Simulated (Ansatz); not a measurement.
# Thickness series of a Mo/SiC/W junction, part 4 of 6

Wanted: T(E), the conductance and its decay constant for Mo/SiC/W. The lower electrode is Mo bcc(001), the upper one W bcc(001); the barrier is SiC zinc blende(001) (Si and Si faces). In the first transport cell, after relaxation, the nearest pair of electrode and barrier is Mo–Si at 2.64 Å, at a slant, at the lower face and W–Si at 2.62 Å, at a slant, at the upper one. All share a net of side 3.15 Å, which strains the lower electrode by +0.0 %, the upper one by -0.6 % and the barrier by +1.7 %, against typed lattice constants near PBE's. The first steps treat the bulk electrodes alone.

Ansatz 0.2.0; PBE DFT, plane waves, PAW files (the session's first sound run).

So far, transmission at the Fermi level (a spin, zone mean): step 5 (transmission over a wide range of energy) 0.00368. Also channels of the lower lead: step 5 1.62.

## 6. Conductance on a fine mesh, atomic planes in the barrier 5, gap between the electrodes 8.58 Å

Level of this step: PBE DFT, plane waves, PAW files; ballistic transmission by layer matching between semi-infinite leads (Ansatz).

System of this step: Mo/SiC/W. The cell holds 27 atoms: 11 Mo, 3 Si, 2 C and 11 W. Its edges and angles: a = 3.150 Å, b = 3.150 Å, c = 54.222 Å, α = 90.0°, β = 90.0°, γ = 90.0°. Regions: left electrode, 11 atoms (11 Mo); barrier, 5 atoms (3 Si and 2 C); right electrode, 11 atoms (11 W). Vacuum lies along c.

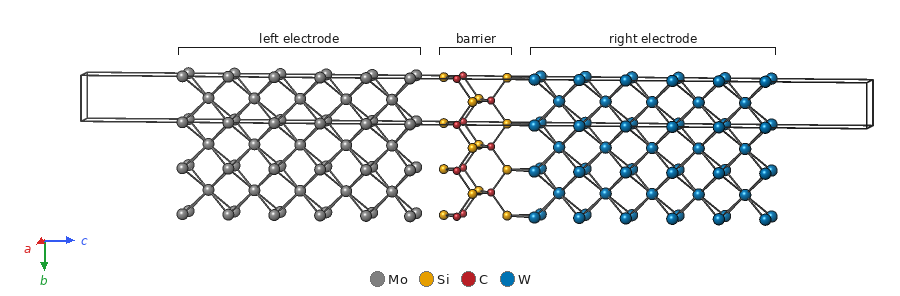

The cell of this step (molybdenum grey, silicon orange, carbon red, tungsten blue). 1×3×1 cells are drawn. Some periodic images of atoms are drawn too.

The conductance needs T(E) within ten thermal energies of the Fermi level, on steps under 1.5 kT, and a finer mesh (26×26), since the current can rest on few wavevectors.

Contents of input.yaml:

```yaml
crystal:
  lattice:
    - [3.15, 0.0, 0.0]
    - [0.0, 3.15, 0.0]
    - [0.0, 0.0, 54.2223544904]
  atoms:
    - { symbol: Mo, position: [0.0, 0.0, 0.1290980457] }
    - { symbol: Mo, position: [0.5, 0.5, 0.1583038473] }
    - { symbol: Mo, position: [0.0, 0.0, 0.1875096488] }
    - { symbol: Mo, position: [0.5, 0.5, 0.2167154503] }
    - { symbol: Mo, position: [0.0, 0.0, 0.2459212518] }
    - { symbol: Mo, position: [0.5, 0.5, 0.2751270533] }
    - { symbol: Mo, position: [0.0, 0.0, 0.3043328548] }
    - { symbol: Mo, position: [0.5, 0.5, 0.3335386563] }
    - { symbol: Mo, position: [0.0, 0.0, 0.3627444579] }
    - { symbol: Mo, position: [0.5, 0.5, 0.3919502594] }
    - { symbol: Mo, position: [0.0, 0.0, 0.4187947222] }
    - { symbol: Si, position: [0.5, 0.0, 0.4578003504] }
    - { symbol: C, position: [0.0, 0.0, 0.4782801142] }
    - { symbol: Si, position: [0.0, 0.5, 0.4983267542] }
    - { symbol: C, position: [0.5, 0.5, 0.5178621317] }
    - { symbol: Si, position: [0.5, 0.0, 0.5384174419] }
    - { symbol: W, position: [0.0, 0.0, 0.5770915049] }
    - { symbol: W, position: [0.5, 0.5, 0.6045484588] }
    - { symbol: W, position: [0.0, 0.0, 0.6341432917] }
    - { symbol: W, position: [0.5, 0.5, 0.6637381245] }
    - { symbol: W, position: [0.0, 0.0, 0.6933329573] }
    - { symbol: W, position: [0.5, 0.5, 0.7229277901] }
    - { symbol: W, position: [0.0, 0.0, 0.752522623] }
    - { symbol: W, position: [0.5, 0.5, 0.7821174558] }
    - { symbol: W, position: [0.0, 0.0, 0.8117122886] }
    - { symbol: W, position: [0.5, 0.5, 0.8413071214] }
    - { symbol: W, position: [0.0, 0.0, 0.8709019543] }
kpoints:
  mp_grid: { grid: [8, 8, 1] }
scf:
  occupations: { method: fermi_dirac, width: 0.1 }
  max_iter: 150
hamiltonian:
  xc: pbe
output:
  transmission:
    kmesh: [26, 26]
    e_range: [-0.26, 0.27]
    de: 0.0375
    leads: [[4, 5], [21, 22]]
```

Launch:

```
$ ansatz run input.yaml --threads 4 --pin off --max-ram 12288MiB --backend cpu --events-out ev --progress --plain --runs-dir out
```

Numbers of over 12 decimals in the logs are rounded to 6 here.

What it wrote:

```text
[...]
Crystal: 27 atoms, lattice volume = 538.021 Å³
Basis set: ecut = 420 eV, 10613 PW (Γ)
Bands: 197, of which v1, the nominal top of the filled ones, is band 164 counted from 1 (163 counted from 0)
Symmetry: 4 space group operations
[...]
k-points: 25 of 64
[...]
SCF iter   1: F=—  HF=-171152.181200 eV  |F-HF|=—  |Δ(HF+E_count)|=         —  Δρ=1.06e-2  dr2=5.31e1  ethr=1.77e-3  ⟨swp⟩=8.2  Hψ=22927  notcnv=0
[...]
SCF iter  10: F=-171151.847350 eV  HF=-171151.847350 eV  |F-HF|=1.84e-8  |Δ(HF+E_count)|=   5.36e-9  Δρ=1.13e-6  dr2=2.85e-8  ethr=3.05e-11  ⟨swp⟩=7.3  Hψ=12733  notcnv=0
SCF 1 converged in 10 iterations: F = -171151.847350 eV  dr2 = 2.85e-8
[...]
transmission: 1000 of 9996 steps passed
transmission: 2000 of 9996 steps passed
[...]
transmission: 9996 of 9996 steps passed
SCF converged after 10 iterations
Free energy (F): -171151.847350 eV
[...]
Internal energy: -171151.319945 eV  (E = F + TS)
E sigma→0 (E₀):  -171151.583647 eV
Entropy (-TS):   -0.527405 eV (-19.534 meV/atom)
Fermi energy:    14.097852 eV
[...]
--- Band table (eV; the first three rows and the last of 25) ---
  k-point 0: bands = [... 160 lower, 13.6697, 13.7044, 13.7707, 13.8155, 13.8225, 13.9040, 13.9709, 14.0583, ... 29 higher]
  k-point 1: bands = [... 160 lower, 13.8388, 13.9035, 13.9516, 13.9976, 14.1197, 14.1382, 14.2523, 14.2626, ... 29 higher]
  k-point 2: bands = [... 160 lower, 13.7175, 13.7437, 13.9367, 14.0124, 14.3976, 14.4036, 14.4289, 14.4721, ... 29 higher]
  k-point 24: bands = [... 160 lower, 14.9019, 14.9023, 15.1994, 15.6774, 15.7344, 15.8823, 15.8963, 16.0331, ... 29 higher]
--- Transmission ---
  basis      : 89 plane waves across, 51 finite elements along
  points     : 196, standing for a mesh of 26 x 26
  filling    : by the input's occupations and mesh, since the crystals that have channels conduct as metals do. If one of these is a semiconductor, that mesh has misplaced its level
[...]
filled         : 13.9 meV under the level at which it is neutral
    channels       : 1.606509e0 a spin
    conductance    : 1.2486e15 S/m² at 300 K; may be off by some 0.0 % by where its bands' edges are placed, 4.5 % from the k-mesh, 0.1 % from the distance to neutral
    slowest decay  : 0.0157 /Å at (0.1923, 0.2308)
[...]
filled         : 38.8 meV under the level at which it is neutral
    channels       : 1.198225e0 a spin
[...]
slowest decay  : 0.0340 /Å at (0.4231, 0.4231)
  junction   : crystal 0 to crystal 1, 14.82 to 39.09 Å
    transmission   : 4.791572e-2 a spin
    conductance    : 3.8768e13 S/m² at 300 K (2.9541e13 on every other point, 3.9173e13 on every other energy)
    error estimate : 1.0 % from the energy spacing and 1.1 % from band edges of the leads and from resonances (wavevectors taken as independent; lower de), 25.6 % from the k-mesh, 47.7 % from the steps of its leads' Hamiltonians or their offsets (lay more layers), 5.9 % from the distance to neutral
    resistance     : 2.4863e-2 Ω µm² beyond half of each lead's own
```

Wall time 8.8 min (4 threads of Arm Neoverse V1, shared host); peak memory 3.4 GiB; 26 min of CPU time.

Numbers from this step:

- free energy: -171151.8473 eV
- Fermi energy: 14.10 eV
- transmission at the Fermi level (a spin, zone mean): 0.04792
- channels of the lower lead: 1.607
- channels of the upper lead: 1.198
- ballistic conductance of the lower lead: 1.25e15 S/m²
- potential step in the upper lead: 24.2 meV
- ballistic conductance of the upper lead: 9.42e14 S/m²
- junction conductance: 3.88e13 S/m²
- error estimates by source, in the log's order: 1, 1.1, 25.6, 47.7, 5.9 %
- resistance-area product beyond the leads: 0.02486 Ω um²

One spin. Transmission, zone mean against energy, zero at the Fermi level:

| energy (eV) | transmission, zone mean |
| --- | --- |
| -0.260 | 0.0787 |
| -0.223 | 0.0668 |
| -0.185 | 0.0582 |
| -0.147 | 0.0611 |
| -0.110 | 0.0581 |
| -0.072 | 0.0613 |
| -0.035 | 0.0538 |
| 0.003 | 0.0479 |
| 0.040 | 0.0464 |
| 0.077 | 0.0476 |
| 0.115 | 0.0428 |
| 0.152 | 0.0405 |
| 0.190 | 0.0320 |
| 0.228 | 0.0329 |
| 0.265 | 0.0271 |

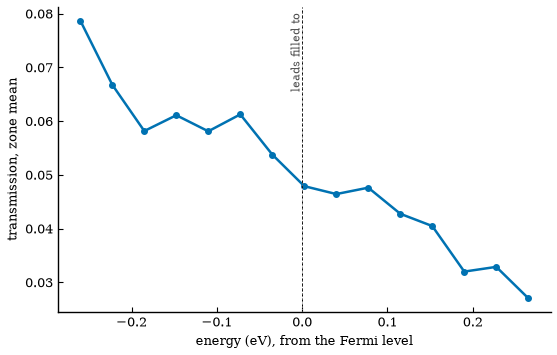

Transmission, zone mean, plotted against energy.

One spin. Table of open channels, zone mean by energy, zero at the Fermi level:

| energy (eV) | lower lead | upper lead |
| --- | --- | --- |
| -0.260 | 1.51 | 1.12 |
| -0.223 | 1.59 | 1.12 |
| -0.185 | 1.61 | 1.13 |
| -0.147 | 1.59 | 1.12 |
| -0.110 | 1.59 | 1.13 |
| -0.072 | 1.60 | 1.17 |
| -0.035 | 1.64 | 1.17 |
| 0.003 | 1.61 | 1.20 |
| 0.040 | 1.59 | 1.24 |
| 0.077 | 1.57 | 1.29 |
| 0.115 | 1.67 | 1.25 |
| 0.152 | 1.75 | 1.27 |
| 0.190 | 1.84 | 1.34 |
| 0.228 | 1.90 | 1.39 |
| 0.265 | 2.06 | 1.46 |

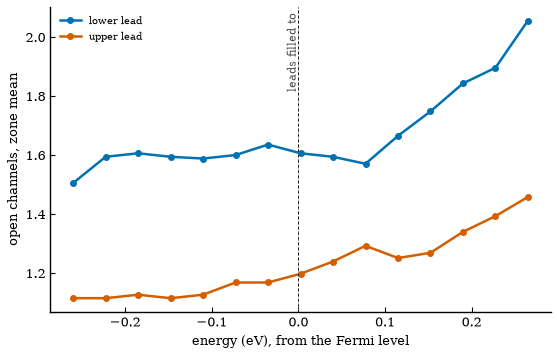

Open channels, zone mean, plotted against energy.

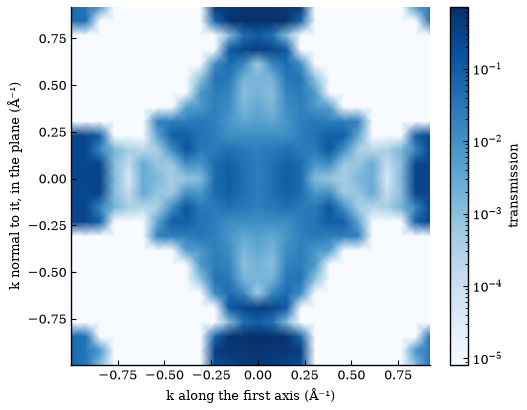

Transmission over k1 and k2. At 0.0025 eV from the Fermi level; zeros and values more than six decades under the largest are shown at that floor.

G = 3.9e13 S/m² (1/G = 0.0258 Ω µm²). The largest error estimate is 48 %, from the leads' potential steps. In the worse lead the potential repeats within 61 meV, which the program flags as too much for a lead, so G carries that doubt. By hand, Landauer's formula with T at one energy: G = (e²/h) ΣT / A = 3.874e-5 S × 0.0958 / 9.922 Å² = 3.7e13 S/m², with T summed over both spins. The printed value averages T over the Fermi window and is 1.0 times this.

## 7. Conductance on a fine mesh, atomic planes in the barrier 7, gap between the electrodes 10.75 Å

System of this step: Mo/SiC/W. The cell holds 29 atoms: 11 Mo, 4 Si, 3 C and 11 W. Cell: a = 3.150 Å, b = 3.150 Å, c = 56.386 Å, α = 90.0°, β = 90.0°, γ = 90.0°. Regions: left electrode, 11 atoms (11 Mo); barrier, 7 atoms (4 Si and 3 C); right electrode, 11 atoms (11 W). Vacuum lies along c.

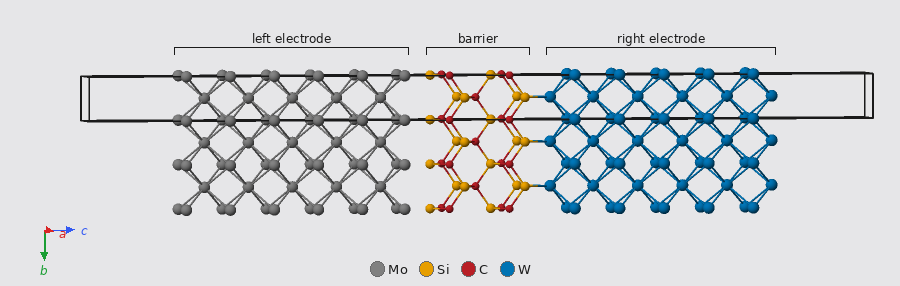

The cell of this step (molybdenum grey, silicon orange, carbon red, tungsten blue). 1×3×1 cells are drawn. Some periodic images of atoms are drawn too.

Barrier layers are added or taken out in the middle, and the relaxed faces stay.

Contents of input.yaml:

```yaml
crystal:
  lattice:
    - [3.15, 0.0, 0.0]
    - [0.0, 3.15, 0.0]
    - [0.0, 0.0, 56.3862676386]
  atoms:
    - { symbol: Mo, position: [0.0, 0.0, 0.1241437019] }
    - { symbol: Mo, position: [0.5, 0.5, 0.1522286841] }
    - { symbol: Mo, position: [0.0, 0.0, 0.1803136663] }
    - { symbol: Mo, position: [0.5, 0.5, 0.2083986485] }
    - { symbol: Mo, position: [0.0, 0.0, 0.2364836307] }
    - { symbol: Mo, position: [0.5, 0.5, 0.2645686129] }
    - { symbol: Mo, position: [0.0, 0.0, 0.2926535951] }
    - { symbol: Mo, position: [0.5, 0.5, 0.3207385773] }
    - { symbol: Mo, position: [0.0, 0.0, 0.3488235595] }
    - { symbol: Mo, position: [0.5, 0.5, 0.3769085417] }
    - { symbol: Mo, position: [0.0, 0.0, 0.4027228053] }
    - { symbol: Si, position: [0.5, 0.0, 0.4402315302] }
    - { symbol: C, position: [0.0, 0.0, 0.4599253504] }
    - { symbol: Si, position: [0.0, 0.5, 0.4792026684] }
    - { symbol: C, position: [0.5, 0.5, 0.498079422] }
    - { symbol: Si, position: [0.5, 0.0, 0.5175727652] }
    - { symbol: C, position: [0.0, 0.0, 0.536364943] }
    - { symbol: Si, position: [0.0, 0.5, 0.5561314104] }
    - { symbol: W, position: [0.5, 0.5, 0.5933212944] }
    - { symbol: W, position: [0.0, 0.0, 0.6197245438] }
    - { symbol: W, position: [0.5, 0.5, 0.6481836276] }
    - { symbol: W, position: [0.0, 0.0, 0.6766427114] }
    - { symbol: W, position: [0.5, 0.5, 0.7051017952] }
    - { symbol: W, position: [0.0, 0.0, 0.7335608791] }
    - { symbol: W, position: [0.5, 0.5, 0.7620199629] }
    - { symbol: W, position: [0.0, 0.0, 0.7904790467] }
    - { symbol: W, position: [0.5, 0.5, 0.8189381305] }
    - { symbol: W, position: [0.0, 0.0, 0.8473972143] }
    - { symbol: W, position: [0.5, 0.5, 0.8758562981] }
kpoints:
  mp_grid: { grid: [8, 8, 1] }
scf:
  occupations: { method: fermi_dirac, width: 0.1 }
  max_iter: 150
hamiltonian:
  xc: pbe
output:
  transmission:
    kmesh: [26, 26]
    e_range: [-0.26, 0.27]
    de: 0.0375
    leads: [[4, 5], [23, 24]]
```

What it wrote:

```text
[...]
Crystal: 29 atoms, lattice volume = 559.493 Å³
Basis set: ecut = 420 eV, 11029 PW (Γ)
Bands: 202, of which v1, the nominal top of the filled ones, is band 168 counted from 1 (167 counted from 0)
Symmetry: 4 space group operations
[...]
k-points: 25 of 64
[...]
SCF iter   1: F=—  HF=-172039.332186 eV  |F-HF|=—  |Δ(HF+E_count)|=         —  Δρ=1.05e-2  dr2=6.05e1  ethr=1.77e-3  ⟨swp⟩=8.2  Hψ=23814  notcnv=0
[...]
SCF iter  10: F=-172038.954934 eV  HF=-172038.954934 eV  |F-HF|=1.86e-8  |Δ(HF+E_count)|=   5.15e-9  Δρ=1.28e-6  dr2=3.14e-8  ethr=2.98e-11  ⟨swp⟩=8.5  Hψ=13399  notcnv=0
SCF 1 converged in 10 iterations: F = -172038.954934 eV  dr2 = 3.14e-8
[...]
transmission: 1059 of 10584 steps passed
transmission: 2117 of 10584 steps passed
[...]
transmission: 10584 of 10584 steps passed
SCF converged after 10 iterations
Free energy (F): -172038.954934 eV
[...]
Internal energy: -172038.423752 eV  (E = F + TS)
E sigma→0 (E₀):  -172038.689343 eV
Entropy (-TS):   -0.531182 eV (-18.317 meV/atom)
Fermi energy:    13.933485 eV
[...]
--- Band table (eV; the first three rows and the last of 25) ---
  k-point 0: bands = [... 164 lower, 13.5254, 13.5391, 13.6044, 13.6513, 13.6612, 13.7384, 13.8146, 13.8940, ... 30 higher]
  k-point 1: bands = [... 164 lower, 13.6918, 13.7379, 13.7865, 13.8339, 13.9611, 13.9731, 14.0916, 14.0961, ... 30 higher]
  k-point 2: bands = [... 164 lower, 13.5151, 13.5782, 13.7773, 13.8516, 14.2316, 14.2416, 14.2613, 14.3086, ... 30 higher]
  k-point 24: bands = [... 164 lower, 14.5475, 14.7373, 15.0290, 15.5129, 15.6752, 15.7124, 15.7310, 15.7722, ... 30 higher]
--- Transmission ---
  basis      : 89 plane waves across, 54 finite elements along
  points     : 196, standing for a mesh of 26 x 26
[...]
filled         : 13.9 meV under the level at which it is neutral
    channels       : 1.606509e0 a spin
[...]
slowest decay  : 0.0157 /Å at (0.1923, 0.2308)
[...]
filled         : 39.0 meV under the level at which it is neutral
    channels       : 1.198225e0 a spin
[...]
slowest decay  : 0.0338 /Å at (0.4231, 0.4231)
  junction   : crystal 0 to crystal 1, 14.82 to 41.26 Å
    transmission   : 1.039990e-2 a spin
[...]
resistance     : 1.0598e-1 Ω µm² beyond half of each lead's own
```

It took 13 min on 4 threads; peak memory 3.6 GiB.

This step gave:

* free energy: -172038.9549 eV
* Fermi energy: 13.93 eV
* transmission at the Fermi level (a spin, zone mean): 0.01040
* potential step in the upper lead: 24.3 meV
* junction conductance: 9.35e12 S/m²
* error estimates by source, in the log's order: 0.5, 2.3, 24.4, 55.2, 15.1 %
* resistance-area product beyond the leads: 0.1060 Ω um²

One spin. Table of transmission, zone mean by energy, zero at the Fermi level:

| energy (eV) | transmission, zone mean |
| --- | --- |
| -0.260 | 0.0386 |
| -0.223 | 0.0305 |
| -0.185 | 0.0230 |
| -0.147 | 0.0208 |
| -0.110 | 0.0168 |
| -0.072 | 0.0164 |
| -0.035 | 0.0154 |
| 0.003 | 0.0104 |
| 0.040 | 0.00962 |
| 0.077 | 0.00908 |
| 0.115 | 0.00834 |
| 0.152 | 0.00686 |
| 0.190 | 0.00633 |
| 0.228 | 0.00568 |
| 0.265 | 0.00530 |

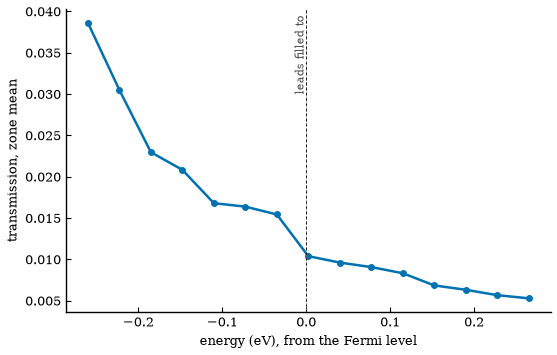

Transmission, zone mean against energy.

One spin. The open channels, zone mean by energy, zero at the Fermi level:

| energy (eV) | lower lead | upper lead |
| --- | --- | --- |
| -0.260 | 1.51 | 1.12 |
| -0.223 | 1.59 | 1.12 |
| -0.185 | 1.61 | 1.13 |
| -0.147 | 1.59 | 1.12 |
| -0.110 | 1.59 | 1.13 |
| -0.072 | 1.60 | 1.17 |
| -0.035 | 1.64 | 1.17 |
| 0.003 | 1.61 | 1.20 |
| 0.040 | 1.59 | 1.24 |
| 0.077 | 1.57 | 1.29 |
| 0.115 | 1.67 | 1.25 |
| 0.152 | 1.75 | 1.27 |
| 0.190 | 1.84 | 1.34 |
| 0.228 | 1.90 | 1.39 |
| 0.265 | 2.05 | 1.46 |

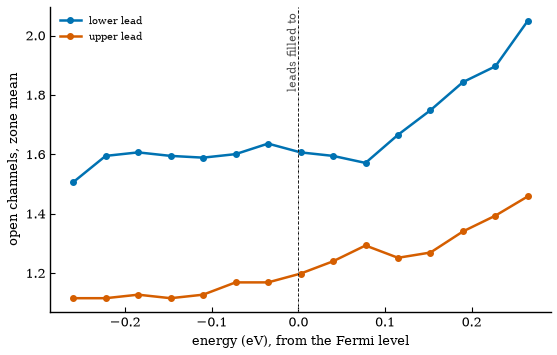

Open channels, zone mean, plotted against energy.

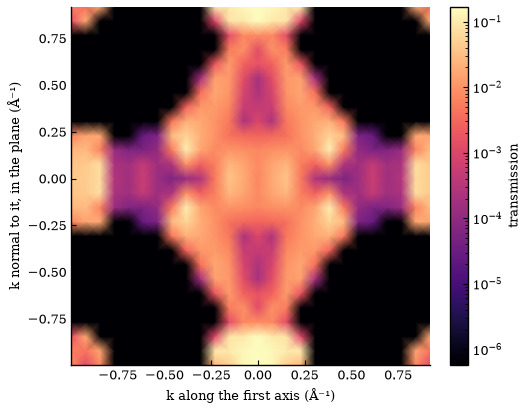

Transmission over k1 and k2. At 0.0025 eV from the Fermi level; zeros and values more than six decades under the largest are shown at that floor.

G = 9.4e12 S/m² (1/G = 0.107 Ω µm²), 0.24 times the step before of this kind. The largest error estimate is 55 %, from the leads' potential steps. In the worse lead the potential repeats within 61 meV, which the program flags as too much for a lead, so G carries that doubt.

## 8. Conductance, 31 atoms

System of this step: Mo/SiC/W. The cell holds 31 atoms: 11 Mo, 5 Si, 4 C and 11 W. Its edges and angles: a = 3.150 Å, b = 3.150 Å, c = 58.550 Å, α = 90.0°, β = 90.0°, γ = 90.0°. Regions: left electrode, 11 atoms (11 Mo); barrier, 9 atoms (5 Si and 4 C); right electrode, 11 atoms (11 W). Vacuum lies along c.

Barrier layers are added or taken out in the middle, and the relaxed faces stay.

Contents of input.yaml:

```yaml
crystal:
  lattice:
    - [3.15, 0.0, 0.0]
    - [0.0, 3.15, 0.0]
    - [0.0, 0.0, 58.5501807867]
  atoms:
    - { symbol: Mo, position: [0.0, 0.0, 0.1195555659] }
    - { symbol: Mo, position: [0.5, 0.5, 0.1466025759] }
    - { symbol: Mo, position: [0.0, 0.0, 0.1736495859] }
    - { symbol: Mo, position: [0.5, 0.5, 0.2006965958] }
    - { symbol: Mo, position: [0.0, 0.0, 0.2277436058] }
    - { symbol: Mo, position: [0.5, 0.5, 0.2547906157] }
    - { symbol: Mo, position: [0.0, 0.0, 0.2818376257] }
    - { symbol: Mo, position: [0.5, 0.5, 0.3088846357] }
    - { symbol: Mo, position: [0.0, 0.0, 0.3359316456] }
    - { symbol: Mo, position: [0.5, 0.5, 0.3629786556] }
    - { symbol: Mo, position: [0.0, 0.0, 0.3878388688] }
    - { symbol: Si, position: [0.5, 0.0, 0.4239613362] }
    - { symbol: C, position: [0.0, 0.0, 0.442927307] }
    - { symbol: Si, position: [0.0, 0.5, 0.4614921688] }
    - { symbol: C, position: [0.5, 0.5, 0.4796712703] }
    - { symbol: Si, position: [0.5, 0.0, 0.4984509837] }
    - { symbol: C, position: [0.0, 0.0, 0.5166295361] }
    - { symbol: Si, position: [0.0, 0.5, 0.5354024392] }
    - { symbol: C, position: [0.5, 0.5, 0.5535000907] }
    - { symbol: Si, position: [0.5, 0.0, 0.5725360237] }
    - { symbol: W, position: [0.0, 0.0, 0.6083514341] }
    - { symbol: W, position: [0.5, 0.5, 0.6337788652] }
    - { symbol: W, position: [0.0, 0.0, 0.6611861507] }
    - { symbol: W, position: [0.5, 0.5, 0.6885934361] }
    - { symbol: W, position: [0.0, 0.0, 0.7160007215] }
    - { symbol: W, position: [0.5, 0.5, 0.7434080069] }
    - { symbol: W, position: [0.0, 0.0, 0.7708152924] }
    - { symbol: W, position: [0.5, 0.5, 0.7982225778] }
    - { symbol: W, position: [0.0, 0.0, 0.8256298632] }
    - { symbol: W, position: [0.5, 0.5, 0.8530371486] }
    - { symbol: W, position: [0.0, 0.0, 0.8804444341] }
kpoints:
  mp_grid: { grid: [8, 8, 1] }
scf:
  occupations: { method: fermi_dirac, width: 0.1 }
  max_iter: 150
hamiltonian:
  xc: pbe
output:
  transmission:
    kmesh: [26, 26]
    e_range: [-0.26, 0.27]
    de: 0.0375
    leads: [[4, 5], [25, 26]]
```

What it wrote:

```text
[...]
Crystal: 31 atoms, lattice volume = 580.964 Å³
Basis set: ecut = 420 eV, 11451 PW (Γ)
Bands: 207, of which v1, the nominal top of the filled ones, is band 172 counted from 1 (171 counted from 0)
Symmetry: 4 space group operations
[...]
k-points: 25 of 64
[...]
channels       : 1.600592e0 a spin
[...]
slowest decay  : 0.0157 /Å at (0.1923, 0.2308)
[...]
filled         : 39.0 meV under the level at which it is neutral
    channels       : 1.198225e0 a spin
[...]
slowest decay  : 0.0337 /Å at (0.4231, 0.4231)
  junction   : crystal 0 to crystal 1, 14.82 to 43.42 Å
    transmission   : 3.910932e-3 a spin
[...]
resistance     : 3.0766e-1 Ω µm² beyond half of each lead's own
[key lines of the parts left out:]
SCF converged after 10 iterations
Free energy (F): -172926.086428 eV
Fermi energy:    13.781632 eV
```

The job ended after 12 min (4 threads; peak memory 3.8 GiB).

G = 3.2e12 S/m² (1/G = 0.309 Ω µm²), 0.35 times the step before of this kind. The largest error estimate is 68 %, from the leads' potential steps. In the worse lead the potential repeats within 61 meV, which the program flags as too much for a lead, so G carries that doubt.

[end of part 4 of 6]

[Logs are printed without paths, hosts, clocks, repeated set-up lines and the standing remarks that a program may print on its own settings, such as how far it seeks lower states.]

[Hosts, paths, dates, database ids (printed as entryN), source tags and the programs' standing remarks are cut or masked in the printed files.]
